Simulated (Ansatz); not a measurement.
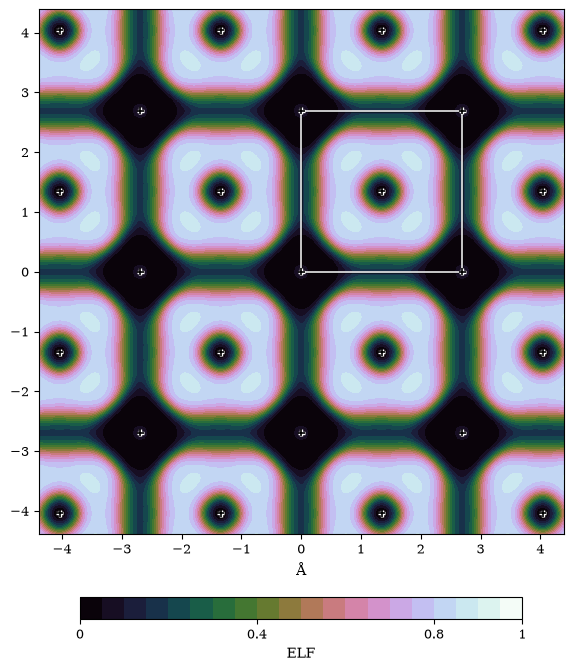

The ELF on a plane through atoms (crosses mark nuclei in the plane).

All numbers below come from DFT PBE, scalar-relativistic, plane waves, PAW (Ansatz).

Candidates:
A. LiS₃, a = 4.41 Å, b = 4.41 Å, c = 4.41 Å, α = 90.00°, β = 90.00°, γ = 90.00°. Space group Pm-3m; a structure generated by program, which may or may not match a known phase; computed without spin polarisation.
B. LiF, a = 3.90 Å, b = 3.90 Å, c = 3.90 Å, α = 90.00°, β = 90.00°, γ = 90.00°. Space group Fm-3m; a structure generated by program, which may or may not match a known phase; changed on purpose from its base cell (volume × 0.88); computed pressure about 11 GPa in this cell.
C. AlN, a = 2.69 Å, b = 2.69 Å, c = 5.00 Å, α = 90.00°, β = 90.00°, γ = 90.00°. Space group P4/mmm; a structure generated by program, which may or may not match a known phase.

Q: Which candidate gave the map?

A: Candidate C: AlN on the (001) plane of the conventional cell, which holds Al and N. Al–N (1.90 Å): the ELF peaks at about 0.85 in the valence shell of N, 0.7 Å from its nucleus, and is about 0.80 at the midpoint.
